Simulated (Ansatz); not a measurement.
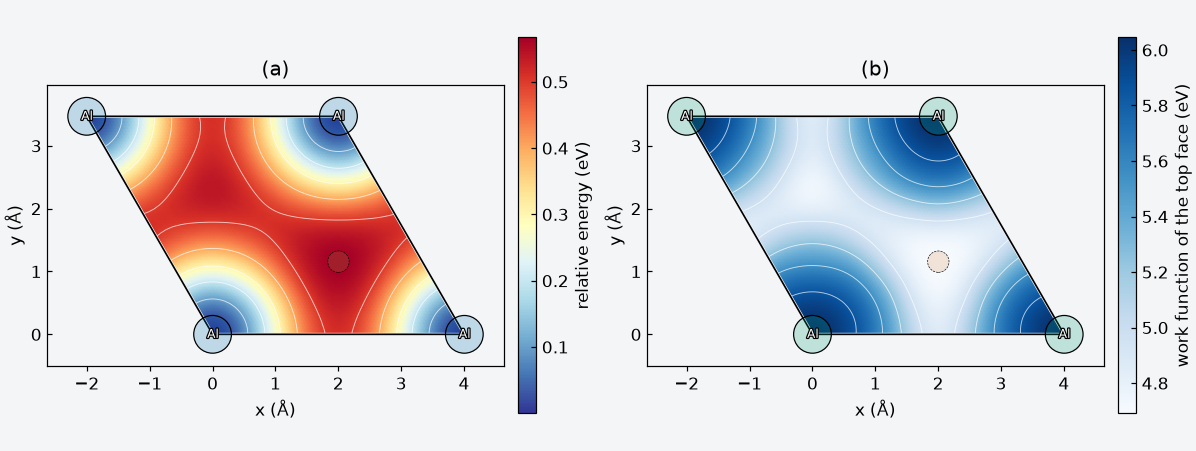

H on an AlAs(111) slab cut from the F-43m phase, its upper half relaxed before the scan (4 atoms of substrate and one adsorbate in a 1 × 1 cell). H is moved over the surface cell at a fixed height above a rigid substrate; the origin of the map has the adsorbate above Al4; the height is held at 2.50 Å. Places are given modulo a cell vector. The map is drawn in real space over the plane of the surface. Grid: 9 × 9 points; 19 points were computed and 62 follow by symmetry. Energies: eV, counted from the lowest grid point. With one adsorbate in each 1 × 1 cell, its nearest image is 4.0 Å away, so neighbouring adsorbates interact. At a fixed height the lowest place need not be the adsorption site. Level of theory: DFT PBE+D3(BJ), scalar-relativistic, plane waves, PAW (Ansatz 0.2.0). Settings: cutoff 420 eV, k-mesh 9×9×1, gaussian smearing 0.05 eV, spin-polarised.

Panel (a) is the energy and panel (b) the computed work function of the top face on the same grid.

The picture shows a smooth colour map with a few white contour lines, labelled circles for the atoms of the top layer and small ones for the second layer, the outline of one cell of the plane. Between grid points the surface is interpolated.

Question: How does the work function of the top face vary over the map, and what is it at the lowest grid point?

Answer: It runs from 4.69 eV at a threefold hollow over a second-layer As atom, (6/9, 3/9) of the cell vectors to 6.05 eV at the top site over a surface Al atom, (0/9, 0/9) of the cell vectors. At the lowest grid point, the top site over a surface Al atom, (0/9, 0/9) of the cell vectors, it is 6.05 eV.

PAW datasets: the set soft_1.
